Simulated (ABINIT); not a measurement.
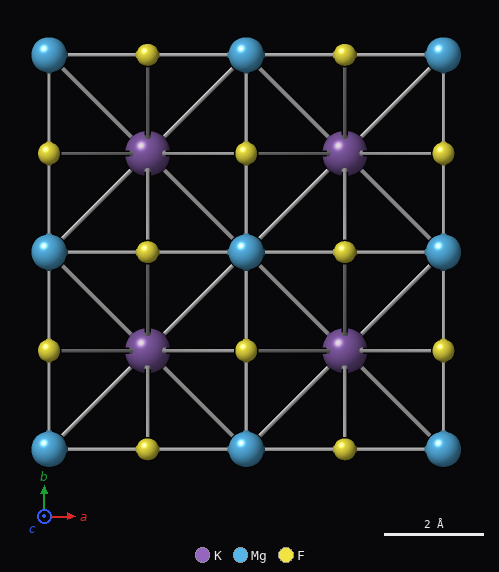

A crystal of KMgF₃ (set up in Pm-3m), before the relaxation. The picture is a ball-and-stick view of the cell of the calculation, repeated 2 × 2 × 1 with one cell outlined, seen along the c axis.

The run lets cell and atoms move.

These are results of Kohn-Sham DFT of a periodic cell, PBE, PseudoDojo NC SR PBE v0.4.1 standard in ABINIT 10.8.3, not measurements.

Input
```
# Pseudopotentials
pp_dirpath "./"
pseudos "K.upf, Mg.upf, F.upf"

# Structure
acell 3.9859 3.9859 3.9859 Angstrom
rprim
     1.0000000000     0.0000000000     0.0000000000
     0.0000000000     1.0000000000     0.0000000000
     0.0000000000     0.0000000000     1.0000000000
ntypat 3
znucl 19 12 9
natom 5
typat 1 2 3 3 3
chkprim 0
chksymtnons 0
tolsym 1.0e-6
xred
            1/2            1/2            1/2
            0.0            0.0            0.0
            0.0            0.0            1/2
            0.0            1/2            0.0
            1/2            0.0            0.0

# Plane-wave basis
ecut 42.0
ecutsm 0.5

# k points
kptopt 1
ngkpt 5 5 5
nshiftk 1
shiftk 0.0 0.0 0.0

# Exchange and correlation
ixc 11

# Bands and occupations
nband 24
occopt 3
tsmear 0.05 eV

# SCF cycle
nstep 80
tolvrs 1.0e-12

# Output
iomode 3
prteig 0
prtebands 0
prtwf 0
prtden 0

# Relaxation
ionmov 2
optcell 2
ntime 50
tolmxf 2.0e-5
dilatmx 1.08
```

Command:
```bash
abinit run.abi > log 2>&1
```

Q: Where does the relaxation end?

A: The atoms keep their places relative to the cell (all moves are under 0.005 Å). Cell: a = b = c 3.986 → 4.052 Å (+1.6 %). Volume +5.0 %. Among the contacts that change: F–K 2.818 → 2.865 Å, F–Mg 1.993 → 2.026 Å. The space group stays Pm-3m (No. 221). After 4 geometry steps the energy has fallen by 6.9 meV per atom. All forces vanish by symmetry, so only the cell relaxes. The pressure goes from 3.62 to 0.00 GPa. The run took 4.9 min on 1 thread of Arm Neoverse V1 (shared host), peak memory 0.11 GiB.

Step by step:

```
step  E − E(0), meV/atom  pressure, GPa  volume, Å³/atom
   0                0.00           3.62           12.665
   1               -2.79           2.73           12.806
   2               -6.86           0.17           13.268
   3               -6.87           0.01           13.300
   4               -6.87           0.00           13.301
```

After the run, drawn alike:

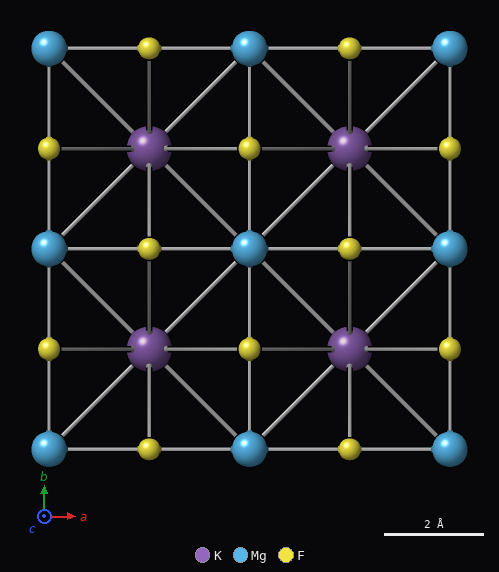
